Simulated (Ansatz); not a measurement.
# Be2H3I (built on the sites of a database entry of Sr2H3I): following an unstable mode, part 2 of 3

Wanted: the energy along a soft mode of Be2H3I (built on the sites of a database entry of Sr2H3I) and the structure at the end.

Ansatz 0.2.0; DFT PBEsol, scalar-relativistic, plane waves, PAW.

So far, highest frequency on the path or at a solved wavevector (cm⁻¹): step 2 (the dispersion) 1602. Also lowest frequency on the path (cm⁻¹): step 2 -1040.

The structure was built from a prototype and need not be the compound's stable phase.

## 5. Energy along the mode, all amplitudes (two of the runs are shown above)

An imaginary frequency means negative curvature, so the energy should fall and then rise again as anharmonic terms take over.

This step gave:

* depth at the lowest point sampled: 167.6 meV/atom
* largest atomic shift at that point: 0.6 Å

Energy from the parent against largest atomic shift:

```tsv
largest atomic shift (Å)	energy from the parent (meV/atom)
0.000	0
0.040	-1.26
0.080	-5.00
0.140	-15.0
0.220	-35.1
0.320	-68.3
0.450	-117
0.600	-168
```

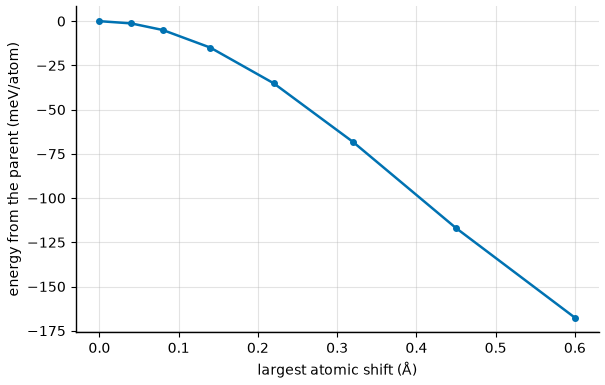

Energy from the parent, plotted against largest atomic shift.

Displacement at unit largest shift by atom:

```tsv
atom	x (Å)	y (Å)	z (Å)	size
Be1	-0.070	-0.121	0.000	0.140
Be2	-0.070	-0.121	0.000	0.140
H3	0.500	0.866	0.000	1.000
H4	0.358	0.620	0.000	0.716
H5	0.358	0.620	0.000	0.716
I6	0.000	0.000	0.000	0.000
```

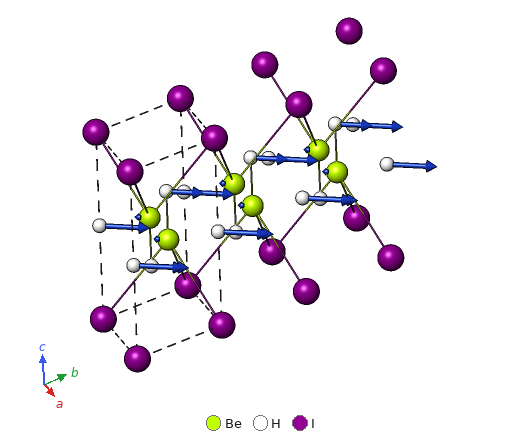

Displacement at unit largest shift as arrows, the longest 1.000 Å. Bonds to atoms that aren't drawn are left out. 1×3×1 cells are drawn. Some periodic images of atoms are drawn too.

The lowest of the steps tried is the last one, at 0.6 Å, 168 meV/atom below the parent; the bottom of the well need not coincide with a step.

## 6. Relaxing from the distorted cell

Starting from the lowest point found, all atoms and the cell are let go, so that strain and other modes of the same symmetry can join in.

input.yaml reads:

```yaml
crystal:
  lattice:
    - [3.4536400321, 3.372e-06, 0.0]
    - [-1.7268229363, 2.9909383173, 0.0]
    - [0.0, 0.0, 5.6431505783]
  atoms:
    - { symbol: Be, position: [0.6424689305, 0.3091355971, 0.6240659027] }
    - { symbol: Be, position: [0.3091355971, 0.6424689305, 0.3759340973] }
    - { symbol: H, position: [0.1737297444, 0.1737297444, 0.5] }
    - { symbol: H, position: [0.791002206, 0.4576688727, 0.3657961977] }
    - { symbol: H, position: [0.4576688727, 0.791002206, 0.6342038023] }
    - { symbol: I, position: [8.17058e-05, 8.17058e-05, 0.0] }
kpoints:
  mp_grid: { grid: [12, 12, 6] }
hamiltonian:
  xc: pbesol
scf:
  occupations: { method: methfessel_paxton, width: 0.15 }
output:
  forces: true
  stress: true
  eigenvalues: true
relax:
  adjacent_minimum: "off"
  f_tol: 0.002
  max_steps: 120
  cell: { stress_tol: 0.03 }
```

Run with:

```bash
$ ansatz run input.yaml --threads 4 --pin off --max-ram 7168MiB --backend cpu --events-out ev --progress --plain --runs-dir out
```

Numbers of over 12 decimals in the logs are rounded to 6 here.

What it wrote:

```text
[...]
Crystal: 6 atoms, lattice volume = 58.292 Å³
Basis set: ecut = 420 eV, 1123 PW (Γ), exchange–correlation on 48×48×80 points (8 copies of the dense FFT grid, shifted against one another)
Bands: 18, of which v1, the nominal top of the filled ones, is band 12 counted from 1 (11 counted from 0)
Symmetry: 2 space group operations
[...]
k-points: 242 of 864 (time reversal used)
[...]
SCF iter   1: F=—  HF=-7657.952876 eV  |F-HF|=—  |Δ(HF+E_count)|=         —  Δρ=4.07e-3  dr2=2.35e-2  ethr=1.77e-3  ⟨swp⟩=7.2  Hψ=25559  notcnv=0
[...]
SCF iter   7: F=-7657.945283 eV  HF=-7657.945283 eV  |F-HF|=1.31e-8  |Δ(HF+E_count)|=   4.87e-8  S|Δr|=    0.00e0  Δρ=4.97e-6  dr2=2.01e-8  ethr=4.17e-10  ⟨swp⟩=9.8  Hψ=20949  notcnv=0
SCF 1 converged in 7 iterations: F = -7657.945283 eV  dr2 = 2.01e-8
[...]
relax step   1: F+E_penalty+E_count = -7657.94528284 eV  Δ(F+E_penalty+E_count) = +0.000e0 eV  max|allowed force component| = 9.979e-1 eV/Å  Δτ_max = 0.0000 Å  P = +2.643 GPa  Ω = 58.292 Å³  (7 SCF iters, dr2 threshold 1.00e-7 eV, accepted)
Crystal: 6 atoms, lattice volume = 62.610 Å³
Basis set: ecut = 420 eV, 1207 PW (Γ), exchange–correlation on 48×48×80 points (8 copies of the dense FFT grid, shifted against one another)
[...]
SCF iter   7: F=-7658.597558 eV  HF=-7658.597558 eV  |F-HF|=4.07e-9  |Δ(HF+E_count)|=   1.89e-7  S|Δr|=    0.00e0  Δρ=6.23e-6  dr2=2.87e-8  ethr=2.50e-9  ⟨swp⟩=6.2  Hψ=20150  notcnv=0
SCF 2 converged in 7 iterations: F = -7658.597558 eV  dr2 = 2.87e-8
relax step   2: F+E_penalty+E_count = -7658.59755775 eV  Δ(F+E_penalty+E_count) = -6.523e-1 eV  max|allowed force component| = 1.011e0 eV/Å  Δτ_max = 0.1094 Å  P = +0.400 GPa  Ω = 62.610 Å³  energy of the carried Pulay correction = -2.964e-3 eV  (7 SCF iters, dr2 threshold 6.00e-7 eV, accepted)
Crystal: 6 atoms, lattice volume = 64.867 Å³
Basis set: ecut = 420 eV, 1253 PW (Γ), exchange–correlation on 48×48×80 points (8 copies of the dense FFT grid, shifted against one another)
[...]
SCF iter   6: F=-7659.240091 eV  HF=-7659.240091 eV  |F-HF|=4.13e-8  |Δ(HF+E_count)|=   1.74e-7  S|Δr|=    0.00e0  Δρ=7.78e-6  dr2=5.96e-8  ethr=2.50e-9  ⟨swp⟩=5.6  Hψ=18935  notcnv=0
SCF 3 converged in 6 iterations: F = -7659.240091 eV  dr2 = 5.96e-8
relax step   3: F+E_penalty+E_count = -7659.24009087 eV  Δ(F+E_penalty+E_count) = -6.425e-1 eV  max|allowed force component| = 6.439e-1 eV/Å  Δτ_max = 0.1947 Å  P = +4.321 GPa  Ω = 64.867 Å³  energy of the carried Pulay correction = -4.431e-3 eV  (6 SCF iters, dr2 threshold 6.00e-7 eV, accepted)
[... from here on, the SCF cycles and remarks between the steps are left out ...]
relax step   4: F+E_penalty+E_count = -7659.64557544 eV  Δ(F+E_penalty+E_count) = -4.055e-1 eV  max|allowed force component| = 4.345e-1 eV/Å  Δτ_max = 0.1952 Å  P = +3.028 GPa  Ω = 67.036 Å³  energy of the carried Pulay correction = -5.791e-3 eV  (5 SCF iters, dr2 threshold 6.00e-7 eV, accepted)
relax step   5: F+E_penalty+E_count = -7659.91481019 eV  Δ(F+E_penalty+E_count) = -2.692e-1 eV  max|allowed force component| = 3.799e-1 eV/Å  Δτ_max = 0.1954 Å  P = +1.910 GPa  Ω = 70.473 Å³  energy of the carried Pulay correction = -7.853e-3 eV  (6 SCF iters, dr2 threshold 6.00e-7 eV, accepted)
relax step   6: F+E_penalty+E_count = -7660.09830220 eV  Δ(F+E_penalty+E_count) = -1.835e-1 eV  max|allowed force component| = 2.173e-1 eV/Å  Δτ_max = 0.1268 Å  P = +0.864 GPa  Ω = 73.606 Å³  energy of the carried Pulay correction = -9.641e-3 eV  (6 SCF iters, dr2 threshold 6.00e-7 eV, accepted)
relax step   7: F+E_penalty+E_count = -7660.20557498 eV  Δ(F+E_penalty+E_count) = -1.073e-1 eV  max|allowed force component| = 3.164e-1 eV/Å  Δτ_max = 0.0787 Å  P = +0.377 GPa  Ω = 76.340 Å³  energy of the carried Pulay correction = -1.113e-2 eV  (6 SCF iters, dr2 threshold 6.00e-7 eV, accepted)
relax step   8: F+E_penalty+E_count = -7660.27145422 eV  Δ(F+E_penalty+E_count) = -6.588e-2 eV  max|allowed force component| = 9.781e-2 eV/Å  Δτ_max = 0.0968 Å  P = -0.054 GPa  Ω = 77.630 Å³  energy of the carried Pulay correction = -1.182e-2 eV  (6 SCF iters, dr2 threshold 6.00e-7 eV, accepted)
relax step   9: F+E_penalty+E_count = -7660.31450851 eV  Δ(F+E_penalty+E_count) = -4.305e-2 eV  max|allowed force component| = 1.475e-1 eV/Å  Δτ_max = 0.2000 Å  P = -0.942 GPa  Ω = 78.175 Å³  energy of the carried Pulay correction = -1.210e-2 eV  (6 SCF iters, dr2 threshold 6.00e-7 eV, accepted)
relax step  10: F+E_penalty+E_count = -7660.35524111 eV  Δ(F+E_penalty+E_count) = -4.073e-2 eV  max|allowed force component| = 2.065e-1 eV/Å  Δτ_max = 0.1953 Å  P = -0.566 GPa  Ω = 75.628 Å³  energy of the carried Pulay correction = -1.075e-2 eV  (6 SCF iters, dr2 threshold 6.00e-7 eV, accepted)
relax step  11: F+E_penalty+E_count = -7660.36102530 eV  Δ(F+E_penalty+E_count) = -5.784e-3 eV  max|allowed force component| = 1.110e-1 eV/Å  Δτ_max = 0.0305 Å  P = +0.642 GPa  Ω = 74.034 Å³  energy of the carried Pulay correction = -9.879e-3 eV  (5 SCF iters, dr2 threshold 6.00e-7 eV, accepted)
relax step  12: F+E_penalty+E_count = -7660.36502264 eV  Δ(F+E_penalty+E_count) = -3.997e-3 eV  max|allowed force component| = 1.905e-2 eV/Å  Δτ_max = 0.0179 Å  P = -0.086 GPa  Ω = 74.797 Å³  energy of the carried Pulay correction = -1.030e-2 eV  (5 SCF iters, dr2 threshold 6.00e-7 eV, accepted)
relax step  13: F+E_penalty+E_count = -7660.36524424 eV  Δ(F+E_penalty+E_count) = -2.216e-4 eV  max|allowed force component| = 4.060e-3 eV/Å  Δτ_max = 0.0041 Å  P = +0.047 GPa  Ω = 74.610 Å³  energy of the carried Pulay correction = -1.020e-2 eV  (4 SCF iters, dr2 threshold 9.10e-8 eV, accepted)
relax step  14: F+E_penalty+E_count = -7660.36524826 eV  Δ(F+E_penalty+E_count) = -4.028e-6 eV  max|allowed force component| = 1.175e-3 eV/Å  Δτ_max = 0.0023 Å  P = +0.005 GPa  Ω = 74.658 Å³  energy of the carried Pulay correction = -1.022e-2 eV  (4 SCF iters, dr2 threshold 2.41e-8 eV, accepted)
relax step  15: F+E_penalty+E_count = -7660.49292550 eV  Δ(F+E_penalty+E_count) = -1.277e-1 eV  max|allowed force component| = 7.188e-3 eV/Å  Δτ_max = 0.0000 Å  P = +1.959 GPa  Ω = 74.658 Å³  stress off target by 4.12e0 GPa  SCF on the basis re-selected at this cell (its energy is not comparable with the rows above)  (7 SCF iters)
relax step  16: F+E_penalty+E_count = -7660.55294381 eV  Δ(F+E_penalty+E_count) = -6.002e-2 eV  max|allowed force component| = 7.971e-2 eV/Å  Δτ_max = 0.0668 Å  P = +1.058 GPa  Ω = 76.417 Å³  energy of the carried Pulay correction = -1.013e-3 eV  (5 SCF iters, dr2 threshold 6.00e-7 eV, accepted)
relax step  17: F+E_penalty+E_count = -7660.58846385 eV  Δ(F+E_penalty+E_count) = -3.552e-2 eV  max|allowed force component| = 6.310e-2 eV/Å  Δτ_max = 0.0303 Å  P = +0.326 GPa  Ω = 78.591 Å³  energy of the carried Pulay correction = -2.416e-3 eV  (5 SCF iters, dr2 threshold 6.00e-7 eV, accepted)
relax step  18: F+E_penalty+E_count = -7660.59740498 eV  Δ(F+E_penalty+E_count) = -8.941e-3 eV  max|allowed force component| = 3.186e-2 eV/Å  Δτ_max = 0.0329 Å  P = -0.047 GPa  Ω = 79.825 Å³  energy of the carried Pulay correction = -3.272e-3 eV  (5 SCF iters, dr2 threshold 6.00e-7 eV, accepted)
relax step  19: F+E_penalty+E_count = -7660.59757728 eV  Δ(F+E_penalty+E_count) = -1.723e-4 eV  max|allowed force component| = 1.442e-2 eV/Å  Δτ_max = 0.0088 Å  P = -0.037 GPa  Ω = 80.007 Å³  energy of the carried Pulay correction = -3.408e-3 eV  (4 SCF iters, dr2 threshold 1.40e-7 eV, accepted)
relax step  20: F+E_penalty+E_count = -7660.59765276 eV  Δ(F+E_penalty+E_count) = -7.547e-5 eV  max|allowed force component| = 4.283e-3 eV/Å  Δτ_max = 0.0060 Å  P = +0.007 GPa  Ω = 79.987 Å³  energy of the carried Pulay correction = -3.393e-3 eV  (5 SCF iters, dr2 threshold 1.90e-8 eV, accepted)
relax step  21: F+E_penalty+E_count = -7660.59763117 eV  Δ(F+E_penalty+E_count) = +2.159e-5 eV  max|allowed force component| = 2.370e-3 eV/Å  Δτ_max = 0.0023 Å  P = +0.002 GPa  Ω = 80.044 Å³  energy of the carried Pulay correction = -3.434e-3 eV  (5 SCF iters, dr2 threshold 1.15e-9 eV, accepted)
relax step  22: F+E_penalty+E_count = -7660.59764688 eV  Δ(F+E_penalty+E_count) = -1.571e-5 eV  max|allowed force component| = 2.118e-3 eV/Å  Δτ_max = 0.0012 Å  P = +0.001 GPa  Ω = 80.027 Å³  energy of the carried Pulay correction = -3.422e-3 eV  (5 SCF iters, dr2 threshold 3.51e-10 eV, accepted)
relax step  23: F+E_penalty+E_count = -7660.59764584 eV  Δ(F+E_penalty+E_count) = +1.045e-6 eV  max|allowed force component| = 1.273e-4 eV/Å  Δτ_max = 0.0003 Å  P = +0.000 GPa  Ω = 80.030 Å³  energy of the carried Pulay correction = -3.424e-3 eV  (4 SCF iters, dr2 threshold 2.80e-10 eV, accepted)
relax step  24: F+E_penalty+E_count = -7660.60363108 eV  Δ(F+E_penalty+E_count) = -5.985e-3 eV  max|allowed force component| = 1.695e-3 eV/Å  Δτ_max = 0.0000 Å  P = +0.024 GPa  Ω = 80.030 Å³  stress off target by 1.16e-1 GPa  SCF on the basis re-selected at this cell (its energy is not comparable with the rows above)  (7 SCF iters)
relax step  25: F+E_penalty+E_count = -7660.60372549 eV  Δ(F+E_penalty+E_count) = -9.441e-5 eV  max|allowed force component| = 3.001e-3 eV/Å  Δτ_max = 0.0012 Å  P = +0.023 GPa  Ω = 80.024 Å³  energy of the carried Pulay correction = +3.236e-6 eV  (4 SCF iters, dr2 threshold 3.34e-8 eV, accepted)
relax step  26: F+E_penalty+E_count = -7660.60376482 eV  Δ(F+E_penalty+E_count) = -3.933e-5 eV  max|allowed force component| = 6.910e-4 eV/Å  Δτ_max = 0.0032 Å  P = +0.004 GPa  Ω = 80.040 Å³  energy of the carried Pulay correction = -5.852e-6 eV  (4 SCF iters, dr2 threshold 1.22e-8 eV, accepted)
[...]
SCF iter   4: F=-7660.603773 eV  HF=-7660.603773 eV  |F-HF|=4.55e-12  |Δ(HF+E_count)|=   2.33e-9  S|Δr|=    0.00e0  Δρ=1.11e-7  dr2=5.13e-12  ethr=1.00e-12  ⟨swp⟩=6.2  Hψ=25367  notcnv=0
SCF 27 converged in 4 iterations: F = -7660.603773 eV  dr2 = 5.13e-12
relax step  27: F+E_penalty+E_count = -7660.60377266 eV  Δ(F+E_penalty+E_count) = -7.836e-6 eV  max|allowed force component| = 6.925e-4 eV/Å  Δτ_max = 0.0000 Å  P = +0.004 GPa  Ω = 80.040 Å³  stress off target by 1.54e-2 GPa  SCF on the basis re-selected at this cell (its energy is not comparable with the rows above)  (4 SCF iters)
[...]
SCF converged after 4 iterations
[...]
Free energy (F): -7660.603773 eV
[...]
Internal energy: -7660.603773 eV  (E = F + TS)
E sigma→0 (E₀):  -7660.603773 eV
Fermi energy:    4.689940 eV
Step filling:    the computed levels leave a gap of 2.7771 eV = 18.5 smearing widths at the electron count; against every level under it full and every level over it empty, smearing changes F+E_penalty+E_count by +5.91e-39 meV and its σ→0 estimate by -2.49e-37 meV
[...]
--- Forces (eV/Å), atoms counted from 1 ---
  atom   1  Be     0.00016487    -0.00044854    -0.00001438
  atom   2  Be    -0.00047088    -0.00008149     0.00001438
  atom   3  H     -0.00000558    -0.00000966    -0.00000000
  atom   4  H     -0.00034572     0.00060005     0.00040466
  atom   5  H      0.00069252     0.00000062    -0.00040466
  atom   6  I     -0.00003485    -0.00006037    -0.00000000
  max |Σ_I F_I| component: 6.05e-7 eV/Å
--- Stress (GPa, compression-positive) ---
        0.003240      -0.001788       0.007759
       -0.001788       0.001175      -0.004480
        0.007766      -0.004484       0.008136
  P = ⅓ Tr σ = 0.0042 GPa (0.042 kbar)
--- Band table (eV; the first three rows and the last of 242) ---
  k-point 0: bands = [... 8 lower, 0.6415, 0.9500, 2.6407, 2.9597, 7.4876, 7.5083, 9.1079, 9.9022, ... 2 higher]
  k-point 1: bands = [... 8 lower, 0.6438, 0.9245, 2.6257, 3.0388, 7.3982, 7.6488, 8.5866, 9.5652, ... 2 higher]
  k-point 2: bands = [... 8 lower, 0.7579, 0.9661, 2.5976, 3.2052, 6.8103, 7.5470, 7.8934, 9.5637, ... 2 higher]
  k-point 241: bands = [... 8 lower, -0.2423, 0.1351, 1.4466, 2.0910, 6.6330, 6.8617, 8.2958, 11.0668, ... 2 higher]
--- Relaxed structure (24 steps of the walk, 24 accepted, 3 SCFs on fresh bases) ---
  F+E_penalty+E_count = -7660.60377266 eV   max|allowed force component| = 6.925e-4 eV/Å   (the final SCF, on the basis selected at the relaxed cell)
  cell:  # Å, volume = 80.0400 Å³
    - [4.069758, 0.048640, 0.896320]
    - [-1.992763, 3.548830, -0.896320]
    - [1.464563, -0.845564, 5.937945]
  atoms:
    - { symbol: Be, position: [0.475282, 0.197013, 0.581339] }
    - { symbol: Be, position: [0.197013, 0.475282, 0.418661] }
    - { symbol: H, position: [0.208435, 0.208435, 0.500000] }
    - { symbol: H, position: [0.835769, 0.526441, 0.566511] }
    - { symbol: H, position: [0.526441, 0.835769, 0.433489] }
    - { symbol: I, position: [0.131146, 0.131146, -7.862715289694032e-19] }
```

Elapsed: 3.8 min, on 4 threads of Arm Neoverse V1, shared host; peak memory 0.75 GiB.

Relaxation path (22 of 27):

```tsv
step	energy less that of the first step (eV)	largest force component (eV/Å)	pressure (GPa)	volume (Å³)
1	0.0000	0.9979	2.64	58.29
2	-0.6523	1.0107	0.40	62.61
3	-1.2948	0.6439	4.32	64.87
5	-1.9695	0.3799	1.91	70.47
6	-2.1530	0.2173	0.86	73.61
7	-2.2603	0.3164	0.38	76.34
8	-2.3262	0.0978	-0.05	77.63
10	-2.4100	0.2065	-0.57	75.63
11	-2.4157	0.1110	0.64	74.03
12	-2.4197	0.0191	-0.09	74.80
13	-2.4200	0.0041	0.05	74.61
15*	-2.5476	0.0072	1.96	74.66
16	-2.6077	0.0797	1.06	76.42
17	-2.6432	0.0631	0.33	78.59
18	-2.6521	0.0319	-0.05	79.83
20	-2.6524	0.0043	0.01	79.99
21	-2.6523	0.0024	0.00	80.04
22	-2.6524	0.0021	0.00	80.03
23	-2.6524	0.0001	0.00	80.03
25	-2.6584	0.0030	0.02	80.02
26	-2.6585	0.0007	0.00	80.04
27*	-2.6585	0.0007	0.00	80.04
```

Relaxation steps marked * repeat the geometry before them on a plane-wave basis chosen anew for their cell, so energy and pressure can jump there. Other such steps can lie between the rows shown.

The run keeps the 2 symmetry operations that it works with, so distortions that break them were not tested.

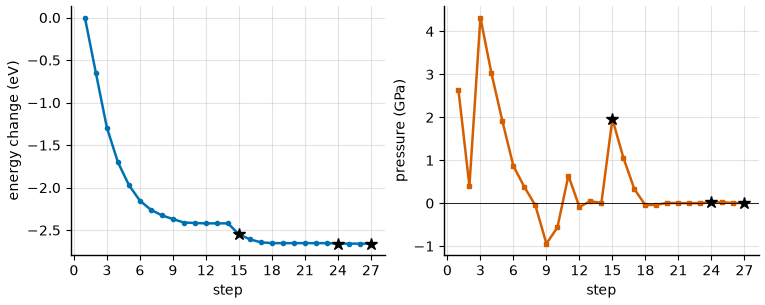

Energy and pressure along the relaxation. Stars mark steps on a basis chosen anew.

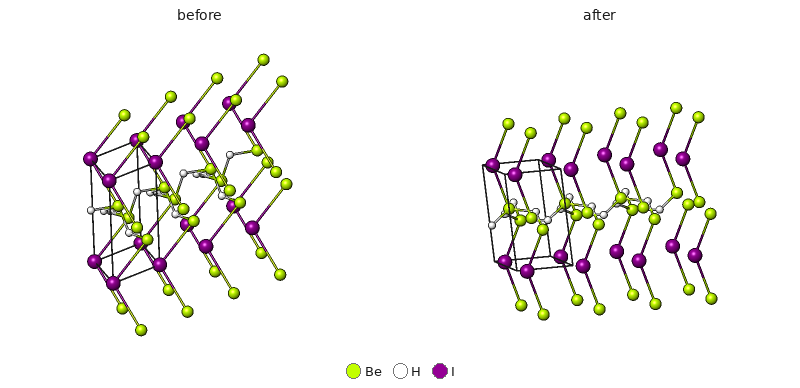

Before and after, at one scale.

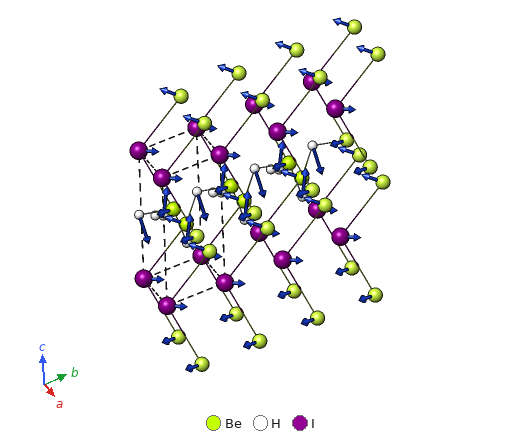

Displacements in the relaxation, scaled, measured against the changing cell; the longest in the cell stands for 1.22 Å. 1×3×1 cells are drawn. Some periodic images of atoms are drawn too.

```tsv
cell as run	before	after	change
a (Å)	3.454	4.168	+20.7 %
b (Å)	3.454	4.168	+20.7 %
c (Å)	5.643	6.174	+9.4 %
α (°)	90.00	115.91	+28.8 %
β (°)	90.00	64.09	-28.8 %
γ (°)	120.00	120.22	+0.2 %
volume (Å³/atom)	9.72	13.34	+37.3 %
```

The atoms that moved most (Å, as changes of fractional coordinates times the final cell):

```tsv
atom	dx	dy	dz	length
H5	-0.103	0.332	-1.170	1.221
H4	0.339	0.077	1.170	1.221
Be2	-0.061	-0.635	0.303	0.706
Be1	-0.520	-0.370	-0.303	0.706
I6	0.272	0.472	0.000	0.544
H3	0.072	0.125	0.000	0.144
```

The relaxed structure:

```xyz
6
Lattice="4.0698 0.0486 0.8963 -1.9928 3.5488 -0.8963 1.4646 -0.8456 5.9379" Properties=species:S:1:pos:R:3 pbc="T T T"
Be    2.3931    0.2307    3.7014
Be    0.4678    1.3423    2.2366
H     1.1652    0.3271    2.9690
H     3.1820    1.4299    3.6412
H     1.1119    2.6251    2.2968
I     0.2724    0.4718    0.0000
```

Numbers from this step:

```
pressure          : 0.004184 GPa
gap on the k-mesh : 2.777 eV
volume per atom   : 13.34 Å³
```

The distorted start has space group C2; the relaxation ends in C2.

## 7. The new phase in its own primitive cell

The relaxed structure is symmetrised, reduced to its primitive cell and relaxed tightly, as its phonons need.

input.yaml reads:

```yaml
crystal:
  lattice:
    - [3.6131373118, -2.076998844, 0.0]
    - [3.6131373118, 2.076998844, 0.0]
    - [-3.1113089152, 0.0, 5.3328104449]
  atoms:
    - { symbol: Be, position: [0.4752822979, 0.8029867246, 0.4186606846] }
    - { symbol: Be, position: [0.1970132754, 0.5247177021, 0.5813393154] }
    - { symbol: H, position: [0.2084351223, 0.7915648777, 0.5] }
    - { symbol: H, position: [0.8357686514, 0.4735587085, 0.433489107] }
    - { symbol: H, position: [0.5264412915, 0.1642313486, 0.566510893] }
    - { symbol: I, position: [0.1311464181, 0.8688535819, 0.0] }
kpoints:
  mp_grid: { grid: [6, 6, 4] }
hamiltonian:
  xc: pbesol
scf:
  occupations: { method: fixed }
output:
  forces: true
  stress: true
  eigenvalues: true
relax:
  adjacent_minimum: "off"
  f_tol: 0.001
  max_steps: 60
  cell: { stress_tol: 0.01 }
```

What it wrote:

```text
[...]
Crystal: 6 atoms, lattice volume = 80.040 Å³
Basis set: ecut = 420 eV, 1551 PW (Γ), exchange–correlation on 60×60×90 points (8 copies of the dense FFT grid, shifted against one another)
Bands: 18, of which v1, the nominal top of the filled ones, is band 12 counted from 1 (11 counted from 0)
Symmetry: 2 space group operations
[...]
k-points: 47 of 144 (time reversal used)
[...]
- [3.613701, -2.076788, -0.00224155]
    - [3.613701, 2.076788, -0.00224155]
    - [-3.115103, 0.0, 5.334105]
  atoms:
    - { symbol: Be, position: [0.475218, 0.803008, 0.418672] }
    - { symbol: Be, position: [0.196992, 0.524782, 0.581328] }
    - { symbol: H, position: [0.208539, 0.791461, 0.500000] }
    - { symbol: H, position: [0.835679, 0.473416, 0.433293] }
    - { symbol: H, position: [0.526584, 0.164321, 0.566707] }
    - { symbol: I, position: [0.131073, 0.868927, 0.0] }
[key lines of the parts left out:]
SCF converged after 6 iterations
Free energy (F): -7660.603654 eV
Fermi energy:    3.299786 eV
P = ⅓ Tr σ = -0.0008 GPa (-0.008 kbar)
```

Run time: 8.5 s. Hardware: 4 threads; peak memory 0.45 GiB; 32 s of CPU time.

Little changed from the start: no atom moved by 0.005 Å and no cell edge by 0.1 %.

This step gave:

| Quantity | Value |
| --- | --- |
| pressure | -7.68e-4 GPa |
| gap on the k-mesh | 2.779 eV |
| direct gap on mesh | 2.779 eV |

The largest force component left is 0.25 meV/Å and the pressure is -0.001 GPa, within the tolerances set. The cell now holds 13.34 Å³/atom.

(Continued in part 3 of 3.)

[Logs are printed without paths, hosts, clocks, repeated set-up lines and the standing remarks that a program may print on its own settings, such as how far it seeks lower states.]

[Hosts, paths, dates, database ids (printed as entryN), source tags and the programs' standing remarks are cut or masked in the printed files.]
